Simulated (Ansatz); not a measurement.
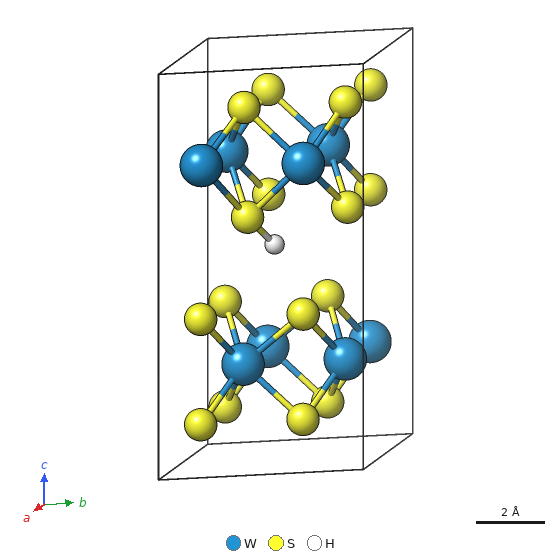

The image is a ball-and-stick drawing of a crystal, viewed slightly off an axis. The edges of the supercell are marked. The host is WS2, in a cell of 24 sites, and the cell carries a charge of -1.

What imperfection does the supercell contain?

Answer. An interstitial hydrogen atom. It is bonded to one S at about 1.5 Å. Not all metal-metal contacts are counted.

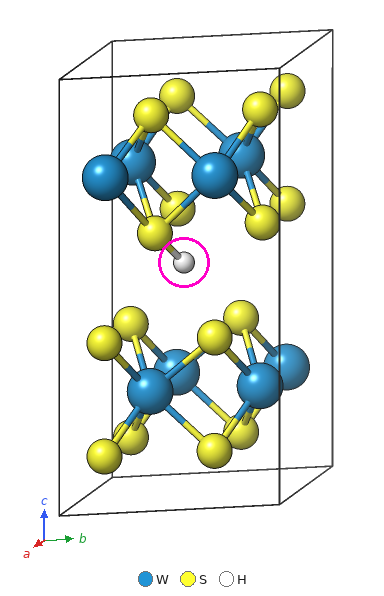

The same cell with a ring at the defect's site.

The atoms were relaxed in the host's cell with DFT PBE+D3(BJ), scalar-relativistic, plane waves, PAW (Ansatz 0.2.0).
